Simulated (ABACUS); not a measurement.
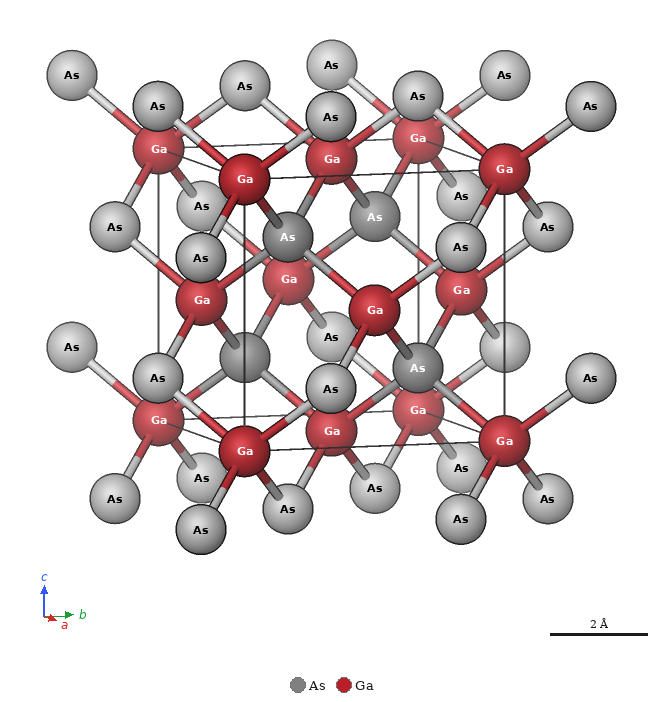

The structure as given in the input (ball-and-stick view of the cell 4 times as large as that of the calculation, set on its symmetry axes, seen slightly off an axis; neighbours outside the cell are drawn fainter). Near neighbours in the crystal (not all of them lie inside the picture): As has 4 Ga at 2.45 Å; Ga has 4 As at 2.45 Å.

Band-structure run of GaAs (part 1 of 2)

The run: band-structure run of GaAs (2 atoms in the cell). Method and program: Kohn-Sham DFT of a periodic cell, LDA-PW92, GBRV ultrasoft 1.5 LDA, no spin polarisation (ABACUS 3.10.1).

The structure derives from an entry of the Crystallography Open Database.

Output
```
ABACUS v3.10.1

               Atomic-orbital Based Ab-initio Computation at UStc

 ------------------------------------------------------------------------------------

 READING GENERAL INFORMATION
                           global_out_dir = OUT.GaAs/
                           global_in_card = INPUT
                               pseudo_dir = ./
                              orbital_dir =
                                    DSIZE = 4
                                    GSIZE = 1

 READING UNITCELL INFORMATION
                                    ntype = 2
                  lattice constant (Bohr) = 7.55469
              lattice constant (Angstrom) = 3.99777

 READING ATOM TYPE 1
                               atom label = As
                      L=0, number of zeta = 1
                      L=1, number of zeta = 1
                      L=2, number of zeta = 1
             number of atom for this type = 1

 READING ATOM TYPE 2
                               atom label = Ga
                      L=0, number of zeta = 1
                      L=1, number of zeta = 1
                      L=2, number of zeta = 1
             number of atom for this type = 1

                        TOTAL ATOM NUMBER = 2
CARTESIAN COORDINATES ( UNIT =       7.554689670000 Bohr ).
    atom                   x                   y                   z     mag                  vx                  vy                  vz
tauc_As1            1.0606601718        1.0606601718        1.0606601718  0.0000        0.0000000000        0.0000000000        0.0000000000
tauc_Ga1            0.0000000000        0.0000000000        0.0000000000  0.0000        0.0000000000        0.0000000000        0.0000000000

                          Volume (Bohr^3) = 304.884
                             Volume (A^3) = 45.1791

 Lattice vectors: (Cartesian coordinate: in unit of a_0)
                   +0           +0.707107           +0.707107
            +0.707107                  +0           +0.707107
            +0.707107           +0.707107                  +0
 Reciprocal vectors: (Cartesian coordinate: in unit of 2 pi/a_0)
            -0.707107           +0.707107           +0.707107
            +0.707107           -0.707107           +0.707107
            +0.707107           +0.707107           -0.707107
 The esolver type has been set to : ksdft_pw

                PAO radial cut off (Bohr) = 10

 Read in pseudopotential file is as_lda_v1.uspp.F.UPF
                     pseudopotential type = US
          exchange-correlation functional = PZ
                 nonlocal core correction = 1
                        valence electrons = 5
                                     lmax = 2
                           number of zeta = 2
                     number of projectors = 6
                           L of projector = 0
                           L of projector = 0
                           L of projector = 1
                           L of projector = 1
                           L of projector = 2
                           L of projector = 2
 XC functional updated to : LDA_X+LDA_C_PW
          exchange-correlation functional = LDA_X+LDA_C_PW
                PAO radial cut off (Bohr) = 10

 Read in pseudopotential file is ga_lda_v1.4.uspp.F.UPF
                     pseudopotential type = US
          exchange-correlation functional = PZ
                 nonlocal core correction = 1
                        valence electrons = 19
                                     lmax = 2
                           number of zeta = 4
                     number of projectors = 6
                           L of projector = 0
                           L of projector = 0
                           L of projector = 1
                           L of projector = 1
                           L of projector = 2
                           L of projector = 2
 XC functional updated to : LDA_X+LDA_C_PW
          exchange-correlation functional = LDA_X+LDA_C_PW
     initial pseudo atomic orbital number = 16

 SETUP THE ELECTRONS NUMBER
            electron number of element As = 5
      total electron number of element As = 5
            electron number of element Ga = 19
      total electron number of element Ga = 19
            AUTOSET number of electrons:  = 24
                           occupied bands = 12
                                   NBANDS = 22
                                   NLOCAL = 18

%%%%%%%%%%%%%%%%%%%%%%%%%%%%%%%%%%%%%%%%%%%%%%%%%%%%%%%%%%%%%%%%%%%%%%%%%%%%%%%%%%%%%%%%%%%%%%%%%%%%%%%%%%
 Warning: the number of valence electrons in pseudopotential > 3 for Ga: [Ar] 3d10 4s2 4p1
 Pseudopotentials with additional electrons can yield (more) accurate outcomes, but may be less efficient.
 If you're confident that your chosen pseudopotential is appropriate, you can safely ignore this warning.
%%%%%%%%%%%%%%%%%%%%%%%%%%%%%%%%%%%%%%%%%%%%%%%%%%%%%%%%%%%%%%%%%%%%%%%%%%%%%%%%%%%%%%%%%%%%%%%%%%%%%%%%%%

 SETUP THE PLANE WAVE BASIS
 energy cutoff for charge/potential (unit:Ry) = 160
            fft grid for charge/potential = [ 32, 32, 32 ]
                        fft grid division = [ 1, 1, 1 ]
        big fft grid for charge/potential = [ 45, 45, 45 ]
                                     nbxx = 91125
                                     nrxx = 32768

 SETUP PLANE WAVES FOR CHARGE/POTENTIAL
                    number of plane waves = 10417
                         number of sticks = 637

 PARALLEL PW FOR CHARGE/POTENTIAL
     PROC   COLUMNS(POT)             PW
        1            637          10417
 --------------- sum -------------------
        1            637          10417
                            number of |g| = 156
                                  max |g| = 230
                                  min |g| = 0

 energy cutoff for dense charge/potential (unit:Ry) = 320
      fft grid for dense charge/potential = [ 45, 45, 45 ]
                                     nrxx = 91125

 SETUP PLANE WAVES FOR dense CHARGE/POTENTIAL
                    number of plane waves = 29603
                         number of sticks = 1261

 PARALLEL PW FOR dense CHARGE/POTENTIAL
     PROC   COLUMNS(POT)             PW
        1           1261          29603
 --------------- sum -------------------
        1           1261          29603
                            number of |g| = 311
                                  max |g| = 461.5
                                  min |g| = 0

----------- Double Check Mixing Parameters Begin ------------
mixing_type: broyden
mixing_beta: 0.7
mixing_gg0: 1
mixing_gg0_min: 0.1
mixing_ndim: 8
----------- Double Check Mixing Parameters End ------------

 LATTICE VECTORS: (CARTESIAN COORDINATE: IN UNIT OF A0)
                   +0           +0.707107           +0.707107
            +0.707107                  +0           +0.707107
            +0.707107           +0.707107                  +0
                       right hand lattice = 1
                                   NORM_A = 1
                                   NORM_B = 1
                                   NORM_C = 1
                           ALPHA (DEGREE) = 60
                           BETA  (DEGREE) = 60
                           GAMMA (DEGREE) = 60

 The lattice vectors have been changed (STRU_SIMPLE.cif)

(for optimal symmetric configuration:)
                             BRAVAIS TYPE = 3
                     BRAVAIS LATTICE NAME = 03. Cubic F (face-centered)
                                    ibrav = 3
                                    IBRAV = 3
                                  BRAVAIS = FACE CENTERED CUBIC
                       LATTICE CONSTANT A = 1.41421
Original cell was already a primitive cell.
                        ROTATION MATRICES = 48
              PURE POINT GROUP OPERATIONS = 24
                   SPACE GROUP OPERATIONS = 24
                                       C2 = 3
                                       C3 = 8
                                       C4 = 0
                                       C6 = 0
                                       S1 = 6
                                       S3 = 0
                                       S4 = 6
                                       S6 = 0
                              POINT GROUP = T_d
                                       C2 = 3
                                       C3 = 8
                                       C4 = 0
                                       C6 = 0
                                       S1 = 6
                                       S3 = 0
                                       S4 = 6
                                       S6 = 0
               POINT GROUP IN SPACE GROUP = T_d

 SETUP K-POINTS
                                    nspin = 1
                   Input type of k points = Monkhorst-Pack(Gamma)
                                   nkstot = 216
                       right hand lattice = 1
(for reciprocal lattice: )
                             BRAVAIS TYPE = 2
                     BRAVAIS LATTICE NAME = 02. Cubic I (body-centered)
                                    ibrav = 2
                       right hand lattice = 1
(for k-lattice: )
                             BRAVAIS TYPE = 2
                     BRAVAIS LATTICE NAME = 02. Cubic I (body-centered)
                                    ibrav = 2
                       right hand lattice = 1
                        ROTATION MATRICES = 48
                               nkstot_ibz = 16
K-POINTS REDUCTION ACCORDING TO SYMMETRY
     IBZ    DIRECT_X    DIRECT_Y    DIRECT_Z  WEIGHT  ibz2bz
       1  0.00000000  0.00000000  0.00000000  0.0046       0
       2  0.16666667  0.16666667  0.16666667  0.0370       1
       3  0.33333333  0.33333333  0.33333333  0.0370       2
       4  0.50000000  0.50000000  0.50000000  0.0185       3
       5  0.16666667  0.16666667  0.00000000  0.0278       7
       6  0.33333333  0.33333333  0.16666667  0.1111       8
       7  0.50000000  0.50000000  0.33333333  0.1111       9
       8  0.50000000  0.33333333  0.33333333  0.1111      10
       9  0.33333333  0.16666667  0.16666667  0.0556      11
      10  0.33333333  0.33333333  0.00000000  0.0278      14
      11  0.50000000  0.50000000  0.16666667  0.1111      15
      12 -0.33333333  0.33333333  0.33333333  0.0556      16
      13  0.50000000  0.50000000  0.00000000  0.0139      21
      14  0.50000000  0.33333333  0.16666667  0.1111      51
      15  0.50000000  0.33333333 -0.33333333  0.1111      52
      16  0.50000000  0.33333333 -0.16666667  0.0556      58

                               nkstot now = 16
[... K-POINTS DIRECT COORDINATES: 16 rows ...]

           k-point number in this process = 4
       minimum distributed K point number = 4
[... stars of the k points ...]

[... K-POINTS CARTESIAN COORDINATES: 4 rows ...]

[... K-POINTS DIRECT COORDINATES: 4 rows ...]

 SETUP PLANE WAVES FOR WAVE FUNCTIONS
     energy cutoff for wavefunc (unit:Ry) = 40
              fft grid for wave functions = [ 32, 32, 32 ]
                    number of plane waves = 1639
                         number of sticks = 187

 PARALLEL PW FOR WAVE FUNCTIONS
     PROC   COLUMNS(POT)             PW
        1            187           1639
 --------------- sum -------------------
        1            187           1639

 SETUP NONLOCAL PSEUDOPOTENTIALS IN PLANE WAVE BASIS
 As non-local projectors:
 projector 1 L=0
 projector 2 L=0
 projector 3 L=1
 projector 4 L=1
 projector 5 L=2
 projector 6 L=2
 Ga non-local projectors:
 projector 1 L=0
 projector 2 L=0
 projector 3 L=1
 projector 4 L=1
 projector 5 L=2
 projector 6 L=2
      TOTAL NUMBER OF NONLOCAL PROJECTORS = 36

 Init Non-Local PseudoPotential table :
 Init Non-Local-Pseudopotential done.

                                     npwx = 1315

 Make real space PAO into reciprocal space.
       max mesh points in Pseudopotential = 697
     dq(describe PAO in reciprocal space) = 0.01
                                    max q = 763

 number of pseudo atomic orbitals for As is 2
WARNING: norm of atomic wavefunction # 2 of atomic type As is 0.999965, renormalized

 number of pseudo atomic orbitals for Ga is 4
WARNING: norm of atomic wavefunction # 4 of atomic type Ga is 0.999973, renormalized

 -------------------------------------------
 SELF-CONSISTENT
 -------------------------------------------
                                 init_chg = atomic

 PW ALGORITHM --------------- ION=   1  ELEC=   1--------------------------------

 Density error is 7.1753581313
                          Error Threshold = 0.01
----------------------------------------------------------
     Energy           Rydberg                 eV
----------------------------------------------------------
 E_KohnSham     -450.4002870668      -6128.0102849442
 E_Harris       -522.8491870214      -7113.7281381587
 E_Fermi        0.6667887185         9.0721259337
----------------------------------------------------------

 PW ALGORITHM --------------- ION=   1  ELEC=   2--------------------------------

 Density error is 5.23075681859
                          Error Threshold = 0.01
----------------------------------------------------------
     Energy           Rydberg                 eV
----------------------------------------------------------
 E_KohnSham     -454.3514610171      -6181.7687644580
 E_Harris       -401.8739392595      -5467.7754516351
 E_Fermi        0.4699351289         6.3937954437
----------------------------------------------------------
```
